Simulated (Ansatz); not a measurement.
## How many bands does the GW gap of HgC2S2N2 (C2/m) need?

How do accuracy and time trade against each other in G0W0 on HgC2S2N2 (C2/m)?

Calculated with Ansatz 0.2.0; G0W0 on PBE, plane waves, PAW; PAW set soft_1.

**1. Set-up**

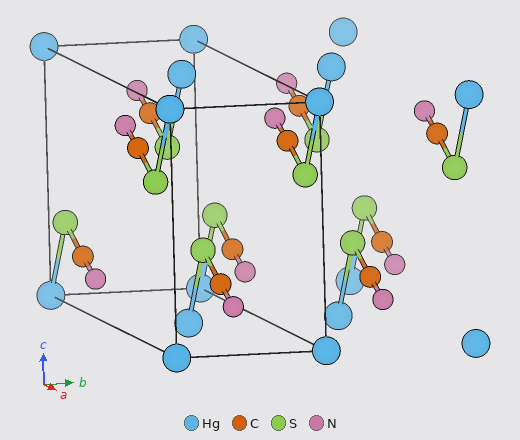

Start, viewed slightly off an axis; mercury blue, carbon orange, sulfur green, nitrogen pink. 1×2×1 cells are drawn. This picture shows the conventional cell, with its axes. Bonds to atoms that aren't drawn are left out. Some periodic images of atoms are drawn too.

Geometry: measured cell, ions relaxed with PBE. The runs that relaxed it are not among those shown. Spin-orbit coupling is left out unless a step names it.

**2. 171 empty bands, screening to 66 eV**

Now the one-shot GW correction: screening in the RPA, then the self-energy of the levels asked for. This step takes PAW set soft_1 files.

Contents of input.yaml:

```yaml
crystal:
  lattice:
    - [5.439, -2.021, 0.0]
    - [5.439, 2.021, 0.0]
    - [-0.5921680587, 0.0, 6.4076955288]
  atoms:
    - { symbol: Hg, position: [0.0, 0.0, 0.0] }
    - { symbol: C, position: [0.2661513025, 0.2661513025, 0.2233405963] }
    - { symbol: C, position: [0.7338486975, 0.7338486975, 0.7766594037] }
    - { symbol: S, position: [0.1320101513, 0.1320101513, 0.3259806969] }
    - { symbol: S, position: [0.8679898487, 0.8679898487, 0.6740193031] }
    - { symbol: "N", position: [0.3633996325, 0.3633996325, 0.1569129335] }
    - { symbol: "N", position: [0.6366003675, 0.6366003675, 0.8430870665] }
kpoints:
  mp_grid: { grid: [4, 4, 4] }
hamiltonian:
  xc: pbe
  pseudopotentials: { kind: paw, azcp: { folder: soft_1 } }
scf:
  occupations: { method: fixed }
gw:
  n_empty_bands: 171
  ecut_chi: 66
  qp_bands: [v2, c2]
  qp_kpoints: band_edges
  screening: { model: contour_deformation }
```

On the command line:

```bash
$ ansatz run input.yaml --threads 3 --pin off --max-ram 92160MiB --backend cuda --events-out ev --progress --plain --runs-dir out --devices 1 --max-vram 13GiB
```

Numbers of over 12 decimals in the logs are rounded to 6 here.

What it wrote:

```text
GPUs: using 1 of 1 available (devices: 1).
Engine: ansatz 0.2.0, x86_64-unknown-linux-gnu
Pseudopotentials: kind: paw
Pseudopotential: Hg, paw, valence charge 20, recommended cutoff 420 eV (normal), soft_1/Hg.paw.azcp
Pseudopotential: C, paw, valence charge 4, recommended cutoff 420 eV (normal), soft_1/C.paw.azcp
Pseudopotential: S, paw, valence charge 6, recommended cutoff 420 eV (normal), soft_1/S.paw.azcp
Pseudopotential: N, paw, valence charge 5, recommended cutoff 420 eV (normal), soft_1/N.paw.azcp
Functional definition: PBE
  parameter kappa = 0.804
  parameter beta = 0.066725
  exchange = pbe_x(kappa = kappa, mu = beta*pi^2/3)
  correlation = pbe_c(beta = beta)
device memory: the entry about to start is reckoned to put 1.6 GiB on a device that reports 62.8 GiB free (of which the cap on the GPU budget leaves the run 13.0 GiB)
GPU FFT provider: cuFFT
GPU libraries: cuBLAS 13.8.2, cuFFT 12.4.0, cuSOLVER 12.3.4
Crystal: 7 atoms, lattice volume = 140.870 Å³
Basis set: ecut = 420 eV, 2761 PW (Γ)
Bands: 32, of which v1, the nominal top of the filled ones, is band 25 counted from 1 (24 counted from 0)
Symmetry: 4 space group operations
Space group: C2/m (ITA 12), of the structure as read, at distance tolerance 5.2e-5 Å
k-points: 24 of 64
Non-local potential: Hg, projectors of the file, l = 0: 3, l = 1: 2, l = 2: 2, l = 3: 1
Non-local potential: C, projectors of the file, l = 0: 2, l = 1: 2, l = 2: 1
Non-local potential: S, projectors of the file, l = 0: 2, l = 1: 2, l = 2: 1
Non-local potential: N, projectors of the file, l = 0: 2, l = 1: 2, l = 2: 1
PAW form: soft (Blöchl's): semilocal exchange-correlation on the pseudo side does not see the compensation charge
PAW one-centre angular grid: Hg, 590 points (default); XC on 64 Gauss nodes
PAW one-centre angular grid: C, 110 points (default); XC on 64 Gauss nodes
PAW one-centre angular grid: S, 110 points (default); XC on 64 Gauss nodes
PAW one-centre angular grid: N, 110 points (default); XC on 64 Gauss nodes
Initial density: superposition of atomic densities (chi_scale 0.1, normalization cell, long waves kept (reshape's long-wave potential 0.21 eV rms))
Initial wavefunctions: pseudopotential atomic-orbital guess
GPU buffer pool allocated for 72000 grid points (all kernels)
GPU transforms: local potential and band sums: pruned to the plane-wave sphere, on 40×40×45
Functional: x = pbe(κ = 0.804, μ = 0.219515), c = pbe(β = 0.066725)
SCF iter   1: F=—  HF=-16889.567485 eV  |F-HF|=—  |Δ(HF+E_count)|=         —  Δρ=7.42e-2  dr2=7.16e0  ethr=3.10e-3  ⟨swp⟩=5.0  Hψ=3172  notcnv=0  defer=94
preconditioner: auto → Resta (q_TF=auto, 2.296 Å⁻¹)  ε∞=4.0  [insulator: Δε(μ)=2.066 eV  Ē_g=11.704 eV  n_scr=24 (ndim 8)  ℏωp=20.3 eV  f_vac=0.054  ε∞_Penn≈4.0]
SCF iter   2: F=—  HF=-16887.647805 eV  |F-HF|=—  |Δ(HF+E_count)|=    1.92e0  Δρ=3.58e-2  dr2=1.13e0  ethr=3.10e-3  ⟨swp⟩=3.0  Hψ=1731  notcnv=0  defer=62
SCF iter   3: F=—  HF=-16887.386575 eV  |F-HF|=—  |Δ(HF+E_count)|=   2.61e-1  Δρ=1.50e-2  dr2=3.68e-1  ethr=2.26e-3  ⟨swp⟩=2.0  Hψ=1521  notcnv=0  defer=112
SCF iter   4: F=—  HF=-16887.316537 eV  |F-HF|=—  |Δ(HF+E_count)|=   7.00e-2  Δρ=4.89e-3  dr2=2.89e-2  ethr=7.36e-4  ⟨swp⟩=2.0  Hψ=1296  notcnv=0  defer=120
SCF iter   5: F=—  HF=-16887.317807 eV  |F-HF|=—  |Δ(HF+E_count)|=   1.27e-3  Δρ=1.28e-3  dr2=3.40e-3  ethr=5.78e-5  ⟨swp⟩=3.0  Hψ=1513  notcnv=0  defer=120
SCF iter   6: F=—  HF=-16887.320350 eV  |F-HF|=—  |Δ(HF+E_count)|=   2.54e-3  Δρ=3.00e-4  dr2=1.74e-4  ethr=6.81e-6  ⟨swp⟩=2.0  Hψ=1138  notcnv=0  defer=120
SCF iter   7: F=—  HF=-16887.320607 eV  |F-HF|=—  |Δ(HF+E_count)|=   2.57e-4  Δρ=6.34e-5  dr2=8.05e-6  ethr=3.47e-7  ⟨swp⟩=2.0  Hψ=1203  notcnv=0  defer=117
SCF iter   8: F=—  HF=-16887.320621 eV  |F-HF|=—  |Δ(HF+E_count)|=   1.41e-5  Δρ=1.88e-5  dr2=7.01e-7  ethr=1.61e-8  ⟨swp⟩=2.0  Hψ=1207  notcnv=0  defer=48
SCF iter   9: F=-16887.320622 eV  HF=-16887.320622 eV  |F-HF|=1.29e-8  |Δ(HF+E_count)|=   1.35e-6  Δρ=7.42e-6  dr2=8.69e-8  ethr=2.00e-10  ⟨swp⟩=11.4  Hψ=3322  notcnv=0
SCF 1 converged in 9 iterations: F = -16887.320622 eV  dr2 = 8.69e-8
  greatest PAW one-centre occupation: 1.000 electrons in one spin orbital (limit 2), on the Hg atom at site 0 (counted from 0), in its partial waves of l = 0
device memory: the entry about to start is reckoned to put 1.6 GiB (of the 1.8 GiB reckoned in all, the device holds 0.2 GiB already) on a device that reports 51.0 GiB free (of which the cap on the GPU budget leaves the run 12.9 GiB)
NSCF: frozen V_eff on 24 k-points, pencils in batches of 32, up to order 128
the band table was solved once the SCF had ended and its energy, with any forces and stress, was formed, with the checks that follow a solve (3506 applications of the Hamiltonian). They found nothing against the state; the energy, forces and stress were not computed again (output.eigenvalues in the input reference)
device memory: the entry about to start is reckoned to put 4.2 GiB on a device that reports 52.5 GiB free (of which the cap on the GPU budget leaves the run 13.0 GiB)
NSCF: frozen V_eff on 24 k-points
G₀W₀ screening: q 1/24
[... further progress lines ...]
device memory: the entry about to start is reckoned to put 0.7 GiB on a device that reports 49.6 GiB free (of which the cap on the GPU budget leaves the run 13.0 GiB)
NSCF: frozen V_eff on 1 k-points
device memory: the entry about to start is reckoned to put 0.7 GiB on a device that reports 49.6 GiB free (of which the cap on the GPU budget leaves the run 13.0 GiB)
NSCF: frozen V_eff on 1 k-points
device memory: the entry about to start is reckoned to put 0.7 GiB on a device that reports 49.6 GiB free (of which the cap on the GPU budget leaves the run 13.0 GiB)
NSCF: frozen V_eff on 1 k-points
SCF converged after 9 iterations
Free energy (F): -16887.320622 eV
Harris-Foulkes:  -16887.320622 eV  (|F-HF|=1.29e-8)
Internal energy: -16887.320622 eV  (E = F + TS)
E sigma→0 (E₀):  -16887.320622 eV
Fermi energy:    3.100719 eV
--- Per-component energies (eV) ---
  E_band       = -707.294865
  E_kinetic    = 1205.385325
  E_local      = -5537.295280  (includes V_loc(G=0)·N_el)
  E_nonlocal   = 274.750700
  E_hartree    = 2274.979206
  E_xc         = -592.441802
  E_vxc        = -669.264111  (∫ρ·V_xc dr)
  E_paw        = -11630.680402  (= ΣΔE_a)
  E_vpaw       = -530.844855  (= ΣTr[D̂ρ^β])
  E_aug_tail   = 0.002217  (compensation charges beyond the density's cutoff)
  E_ewald      = -2882.020586
  E_smearing   = -0.000000  (= −TS)
  E_closure    = -0.000000  (closes the sum)
  Σ components = -16887.320622   (vs F -16887.320622, Δ=0.00e0)
--- Band table (eV; the first three rows and the last of 24) ---
  k-point 0: bands = [... 21 lower, 1.2393, 2.1137, 2.3351, 2.9715, 5.3106, 7.2755, 7.5186, 8.3313, ... 3 higher]
  k-point 1: bands = [... 21 lower, 1.3584, 2.0811, 2.3320, 2.9779, 5.7056, 7.4620, 7.5711, 8.4278, ... 3 higher]
  k-point 2: bands = [... 21 lower, 1.4889, 2.0299, 2.3299, 2.9833, 6.1426, 7.4469, 7.9498, 8.5687, ... 3 higher]
  k-point 23: bands = [... 21 lower, 1.8117, 1.9041, 2.9635, 2.9821, 5.9602, 7.7102, 7.8330, 8.2046, ... 3 higher]
--- G₀W₀: contour deformation, 6 samples at zero and on the imaginary axis and 2 off it, 64 q-points, 171 empty bands' worth ---
  eigenvalues of the whole cell's RPA ε∞ on this k-mesh (on a slab, of 1 + 4πα/V) = 2.6185, 3.2462, 5.2329; static W/v taken at q = 0 is 0.286284
  gw.qp_kpoints: band_edges: 23 of 24 stored k-points solved, in 1 pass; an edge of the gap read off the rows below is read off those points alone
    valence top: of the k-points left out ik 18 came nearest to being solved in a further pass, in band 25 (counted from 1, as in the quasiparticle table): it holds the edge there only if its correction is more favourable than any solved in that band by at least 0.735 eV; those differ by 0.072 eV
    conduction bottom: of the k-points left out ik 18 came nearest to being solved in a further pass, in band 26 (counted from 1, as in the quasiparticle table): it holds the edge there only if its correction is more favourable than any solved in that band by at least 0.532 eV; those differ by 0.223 eV
    ik  band        ε_KS         Σx   Σc(E_QP)       V_xc       Z   E_QP_lin       E_QP  E_QP is
     0    24      2.3351   -18.3543     2.5884   -15.0050  0.7459     1.5596     1.5742  root
     0    25      2.9715   -19.7939     2.4989   -16.5885  0.7567     2.2552     2.2650  root
     0    26      5.3106   -10.9765    -3.2319   -15.2685  0.7963     6.3846     6.3706  root
     0    27      7.2755    -8.3599    -3.6487   -13.2607  0.7820     8.5565     8.5276  root
     1    24      2.3320   -18.4477     2.5914   -15.1068  0.7457     1.5686     1.5827  root
     1    25      2.9779   -19.7209     2.4973   -16.5059  0.7570     2.2500     2.2602  root
     1    26      5.7056   -11.3221    -3.3719   -15.8509  0.7903     6.8821     6.8625  root
     1    27      7.4620    -7.7139    -3.8220   -12.7542  0.7840     8.7093     8.6803  root
     2    24      2.3299   -18.5379     2.5939   -15.2064  0.7455     1.5787     1.5923  root
     2    25      2.9833   -19.6501     2.4963   -16.4246  0.7573     2.2435     2.2541  root
     2    26      6.1426   -11.8281    -3.5683   -16.6795  0.7819     7.4556     7.4257  root
     2    27      7.4469    -7.2652    -3.9211   -12.3383  0.7872     8.6242     8.5989  root
     3    24      2.3173   -19.2663     2.6850   -15.8210  0.7494     1.5431     1.5570  root
     3    25      2.6968   -19.8589     2.5146   -16.6136  0.7583     1.9553     1.9661  root
     3    26      5.5586   -11.1730    -3.3154   -15.6406  0.7922     6.7290     6.7107  root
     3    27      7.2037    -8.1672    -3.6049   -12.9832  0.7871     8.4405     8.4148  root
     4    24      2.3412   -19.4326     2.6720   -16.0179  0.7497     1.5857     1.5986  root
     4    25      2.6730   -19.7528     2.5159   -16.4948  0.7583     1.9195     1.9309  root
     4    26      5.8878   -11.5147    -3.4249   -16.1535  0.7875     7.1244     7.1016  root
     4    27      7.4197    -8.4702    -3.6913   -13.4677  0.7803     8.7593     8.7259  root
     5    24      2.3598   -19.3244     2.6599   -15.9085  0.7502     1.5904     1.6039  root
     5    25      2.6379   -19.8547     2.5259   -16.6034  0.7575     1.9018     1.9124  root
     5    26      5.9291   -11.4951    -3.4212   -16.1368  0.7870     7.1730     7.1497  root
     5    27      7.4526    -8.6462    -3.6779   -13.6028  0.7815     8.7622     8.7314  root
[...]
22    24      2.8775   -19.0594     2.4719   -15.8873  0.7535     2.1674     2.1774  root
    22    25      3.0631   -19.6874     2.4455   -16.5513  0.7581     2.3634     2.3724  root
    22    26      6.1354   -11.2858    -3.5040   -15.9986  0.7865     7.3688     7.3442  root
    22    27      7.6427    -8.5769    -3.9139   -13.9113  0.7683     9.1142     9.0632  root
    23    24      2.9635   -18.9179     2.4270   -15.7923  0.7546     2.2552     2.2649  root
    23    25      2.9821   -19.8532     2.4883   -16.6753  0.7571     2.2833     2.2925  root
    23    26      5.9602   -11.3949    -3.4212   -16.0171  0.7880     7.1835     7.1612  root
    23    27      7.7102    -8.7177    -4.0126   -14.2126  0.7639     9.2519     9.1925  root
```

It took 31 s on 1 × NVIDIA H100 80GB HBM3 (shared by 6 runs) with 3 threads of AMD EPYC 7R13 (Zen 3), shared host; peak memory 1.4 GiB.

The column dr2 measures how far the density is from self-consistency, as an energy; F and HF (Harris–Foulkes) agree once it is small.

Numbers from this step:

```yaml
bands_summed: 196
rpa_eps_infinity_on_this_mesh_eigenvalues: 2.618, 3.246, 5.233
plane_waves_in_the_screening_matrix: 167
q_points_in_the_mesh: 64
g0w0_gap_on_the_mesh: 3.960 eV
k_of_the_valence_top: -0.5, -0.5, 0
k_of_the_conduction_bottom: 0, 0, 0
starting_gap_on_the_mesh: 2.210 eV
z_at_the_valence_top: 0.7589
z_at_the_conduction_bottom: 0.7963
least_direct_g0w0_gap_on_the_computed_points: 4.106 eV
```

The gap on the mesh goes from 2.21 eV to 3.96 eV, a correction of +1.75 eV. Between the two edge states, bare exchange in place of the xc potential would open the gap by 7.42 eV, and correlation takes back 5.67 eV.

**3. 485 empty bands, screening to 132 eV**

Bands and screening cutoff are moved together, since each hides the error of the other.

Edit input.yaml of step 2 so:

```diff
@@ -21,4 +21,4 @@
 gw:
-  n_empty_bands: 171
-  ecut_chi: 66
+  n_empty_bands: 485
+  ecut_chi: 132
   qp_bands: [v2, c2]
```

What it wrote:

```text
GPUs: using 1 of 1 available (devices: 1).
[...]
GPU FFT provider: cuFFT
GPU libraries: cuBLAS 13.8.2, cuFFT 12.4.0, cuSOLVER 12.3.4
Crystal: 7 atoms, lattice volume = 140.870 Å³
Basis set: ecut = 420 eV, 2761 PW (Γ)
Bands: 32, of which v1, the nominal top of the filled ones, is band 25 counted from 1 (24 counted from 0)
Symmetry: 4 space group operations
[...]
k-points: 24 of 64
[...]
GPU buffer pool allocated for 72000 grid points (all kernels)
[...]
SCF iter   1: F=—  HF=-16889.567485 eV  |F-HF|=—  |Δ(HF+E_count)|=         —  Δρ=7.42e-2  dr2=7.16e0  ethr=3.10e-3  ⟨swp⟩=5.0  Hψ=3172  notcnv=0  defer=94
[...]
SCF iter   9: F=-16887.320622 eV  HF=-16887.320622 eV  |F-HF|=1.29e-8  |Δ(HF+E_count)|=   1.35e-6  Δρ=7.42e-6  dr2=8.69e-8  ethr=2.00e-10  ⟨swp⟩=11.4  Hψ=3322  notcnv=0
SCF 1 converged in 9 iterations: F = -16887.320622 eV  dr2 = 8.69e-8
[...]
NSCF: frozen V_eff on 24 k-points, pencils in batches of 32, up to order 128
[...]
NSCF: frozen V_eff on 24 k-points
G₀W₀ screening: q 1/24
[... further progress lines ...]
[...]
SCF converged after 9 iterations
Free energy (F): -16887.320622 eV
[...]
Internal energy: -16887.320622 eV  (E = F + TS)
E sigma→0 (E₀):  -16887.320622 eV
Fermi energy:    3.100719 eV
[...]
--- Band table (eV; the first three rows and the last of 24) ---
  k-point 0: bands = [... 21 lower, 1.2393, 2.1137, 2.3351, 2.9715, 5.3106, 7.2755, 7.5186, 8.3313, ... 3 higher]
  k-point 1: bands = [... 21 lower, 1.3584, 2.0811, 2.3320, 2.9779, 5.7056, 7.4620, 7.5711, 8.4278, ... 3 higher]
  k-point 2: bands = [... 21 lower, 1.4889, 2.0299, 2.3299, 2.9833, 6.1426, 7.4469, 7.9498, 8.5687, ... 3 higher]
  k-point 23: bands = [... 21 lower, 1.8117, 1.9041, 2.9635, 2.9821, 5.9602, 7.7102, 7.8330, 8.2046, ... 3 higher]
[...]
0    24      2.3351   -18.3543     2.2753   -15.0050  0.7416     1.2303     1.2611  root
     0    25      2.9715   -19.7939     2.1490   -16.5885  0.7515     1.8922     1.9151  root
     0    26      5.3106   -10.9765    -3.5374   -15.2685  0.7912     6.0717     6.0652  root
     0    27      7.2755    -8.3599    -3.9469   -13.2607  0.7772     8.2451     8.2293  root
     1    24      2.3320   -18.4477     2.2760   -15.1068  0.7414     1.2370     1.2672  root
     1    25      2.9779   -19.7209     2.1499   -16.5059  0.7518     1.8894     1.9128  root
     1    26      5.7056   -11.3221    -3.6989   -15.8509  0.7850     6.5445     6.5355  root
     1    27      7.4620    -7.7139    -4.1100   -12.7542  0.7796     8.4081     8.3921  root
[...]
23    24      2.9635   -18.9179     2.0739   -15.7923  0.7495     1.8889     1.9118  root
    23    25      2.9821   -19.8532     2.1342   -16.6753  0.7519     1.9165     1.9384  root
    23    26      5.9602   -11.3949    -3.7604   -16.0171  0.7826     6.8323     6.8220  root
    23    27      7.7102    -8.7177    -4.3528   -14.2126  0.7584     8.8839     8.8523  root
```

The job ended after 83 s (1 × NVIDIA H100 80GB HBM3 (shared by 6 runs) with 3 threads; peak memory 2.7 GiB; 2.4 min of CPU time).

Numbers from this step:

| Item | Value |
| --- | --- |
| bands summed | 510 |
| RPA ε∞ on this mesh (eigenvalues) | 2.609, 3.229, 5.161 |
| plane waves in the screening matrix | 487 |
| q-points in the mesh | 64 |
| G0W0 gap on the mesh | 4.010 eV |
| k of the valence top | -0.5, -0.5, 0 |
| k of the conduction bottom | 0, 0, 0 |
| starting gap on the mesh | 2.210 eV |
| Z at the valence top | 0.7536 |
| Z at the conduction bottom | 0.7912 |
| least direct G0W0 gap on the computed points | 4.150 eV |

Against the run with 4×4×4 mesh, 171 empty bands, screening to 66 eV, PAW set soft_1 files, the gap moves by +0.05 eV.

**4. 1043 empty bands, screening to 220 eV**

Edit input.yaml of step 3 so:

```diff
@@ -21,4 +21,4 @@
 gw:
-  n_empty_bands: 485
-  ecut_chi: 132
+  n_empty_bands: 1043
+  ecut_chi: 220.0
   qp_bands: [v2, c2]
```

What it wrote:

```text
GPUs: using 1 of 1 available (devices: 1).
[...]
GPU FFT provider: cuFFT
GPU libraries: cuBLAS 13.8.2, cuFFT 12.4.0, cuSOLVER 12.3.4
Crystal: 7 atoms, lattice volume = 140.870 Å³
Basis set: ecut = 420 eV, 2761 PW (Γ)
Bands: 32, of which v1, the nominal top of the filled ones, is band 25 counted from 1 (24 counted from 0)
Symmetry: 4 space group operations
[...]
k-points: 24 of 64
[...]
1    27      7.4620    -7.7139    -4.2390   -12.7542  0.7783     8.2747     8.2632  root
[...]
23    24      2.9635   -18.9179     1.9057   -15.7923  0.7482     1.7117     1.7436  root
    23    25      2.9821   -19.8532     1.9637   -16.6753  0.7504     1.7371     1.7679  root
    23    26      5.9602   -11.3949    -3.9254   -16.0171  0.7811     6.6634     6.6569  root
    23    27      7.7102    -8.7177    -4.5018   -14.2126  0.7565     8.7261     8.7033  root
[key lines of the parts left out:]
SCF converged after 9 iterations
Free energy (F): -16887.320622 eV
Fermi energy:    3.100719 eV
```

Elapsed: 3.3 min, on 1 × NVIDIA H100 80GB HBM3 (shared by 6 runs) with 3 threads; peak memory 6.8 GiB.

Numbers from this step:

- bands summed: 1068
- RPA ε∞ on this mesh (eigenvalues): 2.608, 3.227, 5.150
- plane waves in the screening matrix: 1023
- G0W0 gap on the mesh: 4.028 eV
- k of the valence top: -0.5, -0.5, 0
- k of the conduction bottom: 0, 0, 0
- starting gap on the mesh: 2.210 eV
- least direct G0W0 gap on the computed points: 4.166 eV

Against the run with 4×4×4 mesh, 485 empty bands, screening to 132 eV, PAW set soft_1 files, the gap moves by +0.018 eV.

[end of part 1 of 2]

[Paths, hosts, dates, memory and timing lines, banners, echoed tables and standing remarks are left out of the program output.]

[Logs are printed without paths, hosts, clocks, repeated set-up lines and the standing remarks that a program may print on its own settings, such as how far it seeks lower states.]

[Runs of the session that timed out or met a known fault of the program may be left out.]

[Cells called generated may have been cut or substituted from an entry of the Crystallography Open Database or the Materials Project.]

[Hosts, paths, dates, database ids (printed as entryN), source tags and the programs' standing remarks are cut or masked in the printed files.]
